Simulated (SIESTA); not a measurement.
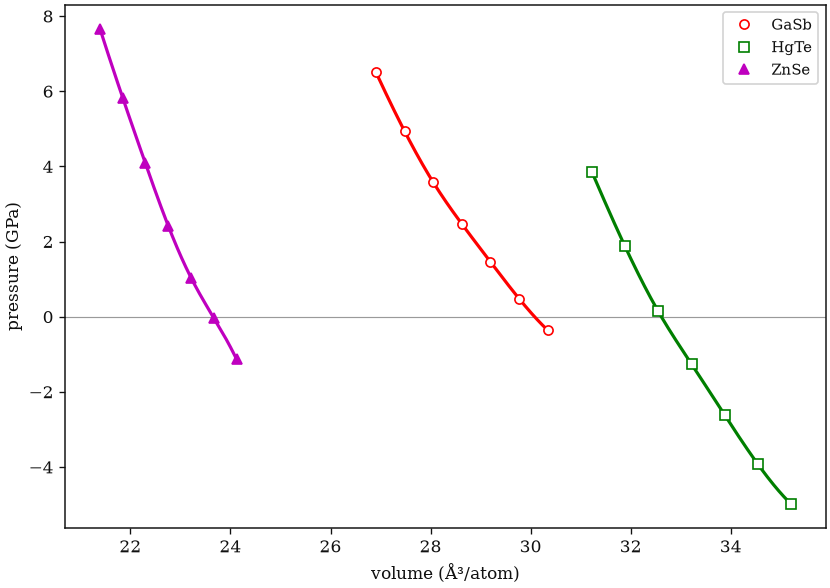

Pressure against volume, with one curve for each compound, for GaSb, HgTe and ZnSe (all in space group F-43m (No. 216)).

Settings that differ: GaSb: k mesh 8×8×8, potentials PseudoDojo-0.4-standard,-converted-to PSML,-two-zetas-on-semicore-shells; HgTe: k mesh 7×7×7, potentials PseudoDojo-0.4-standard, converted-to-PSML; ZnSe: k mesh 8×8×8, potentials PseudoDojo-0.4-standard,-converted-to PSML,-two-zetas-on-semicore-shells.

The fitted equilibrium volumes, smallest first, are ZnSe 23.634, GaSb 30.139, HgTe 32.645 Å³/atom. The fitted bulk moduli, smallest first, are GaSb 39.6, ZnSe 57.6, HgTe 77.0 GPa. For GaSb, the pressure falls from 6.51 GPa at volume 26.91 Å³/atom to −0.36 GPa at 30.34 Å³/atom, and changes sign near 30.10 Å³/atom. For HgTe, the pressure falls from 3.86 GPa at volume 31.22 Å³/atom to −4.99 GPa at 35.21 Å³/atom, and changes sign near 32.62 Å³/atom. For ZnSe, the pressure falls from 7.67 GPa at volume 21.39 Å³/atom to −1.13 GPa at 24.12 Å³/atom, and changes sign near 23.65 Å³/atom.

Calculation (SIESTA 5.4.2): DFT in numerical atomic orbitals with pseudopotentials, no spin polarisation; energies at scaled volumes of the given cell, shape and fractions fixed, counted from the fit's minimum, third-order Birch-Murnaghan fit. Level: PBE.

```tsv
setting	value
occupations	Fermi–Dirac
smearing width	0.05 eV
```

Caveats: basis lacks empty p and d shells (HgTe); basis without polarisation orbitals (HgTe); mulliken charges of long orbitals; short basis over semicore shells (HgTe, ZnSe); spin-orbit coupling left out, heavy elements (HgTe); valence orbitals made in semicore potential (HgTe, ZnSe).
